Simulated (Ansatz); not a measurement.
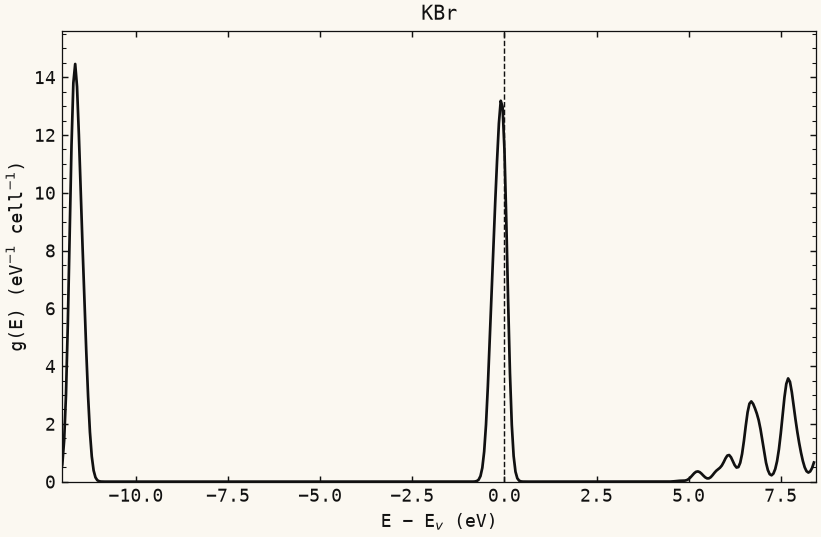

Density of states. Energies are counted from the top of the valence band. The curve is built from the levels of the k mesh with Gaussians 0.3 eV wide, which also blur the band edges.

Structure: KBr, space group I-4m2, 2 atoms in the cell, zincblende type, uniaxial (z) strain +3.4%.

Method: DFT, r2SCAN, plane waves, PAW, no spin polarisation, 6×6×6 k mesh, 500 eV cutoff (Ansatz 0.2.0).

Q: Metal or insulator, going by the density of states?

A: There is a gap; over the k points computed it is 4.78 eV.
